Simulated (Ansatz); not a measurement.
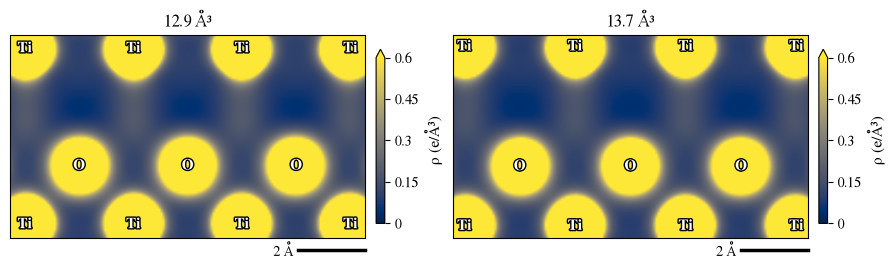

TiO. The valence pseudo-density of cells scaled evenly to different volumes (given per atom above each panel), on the (110) plane of each (indices in the axes of the cell below), at one length scale and on one colour scale.

Computed with Ansatz 0.2.0, Kohn-Sham DFT of a periodic cell, PBEsol, Ansatz PAW.

In a PAW calculation such maps are meaningful between the atoms, not at the nuclei.

The largest cell:

```yaml
crystal:
  lattice:
    - [3.09045, 0.00000, 0.00000]
    - [-1.54522, 2.67641, 0.00000]
    - [0.00000, 0.00000, 3.30120]
  atoms:
    - { symbol: Ti, position: [0.66667, 0.33333, 0.00000] }
    - { symbol: O, position: [0.00000, 0.00000, 0.50000] }
```

| volume (Å³/atom) | Ti–O contact in the plane (Å) | ρ at its midpoint (e/Å³) | pressure (GPa) | 
| --- | --- | --- | --- |
| 12.88 | 2.384 | 0.254 | −40.4 | 
| 13.39 | 2.415 | ? | ? | 
| 13.65 | 2.431 | 0.230 | −42.0 | 

Q: Estimate the missing row, and compare with the calculation.

A: Over the known rows ln ρ falls by 2.11 per Å of Ti–O distance (the line through the two), which gives 0.238 e/Å³ at 2.415 Å; the calculation gives 0.238 e/Å³. For the pressure, a straight line in volume between the neighbouring rows gives −41.5 GPa; the calculation gives −41.6.
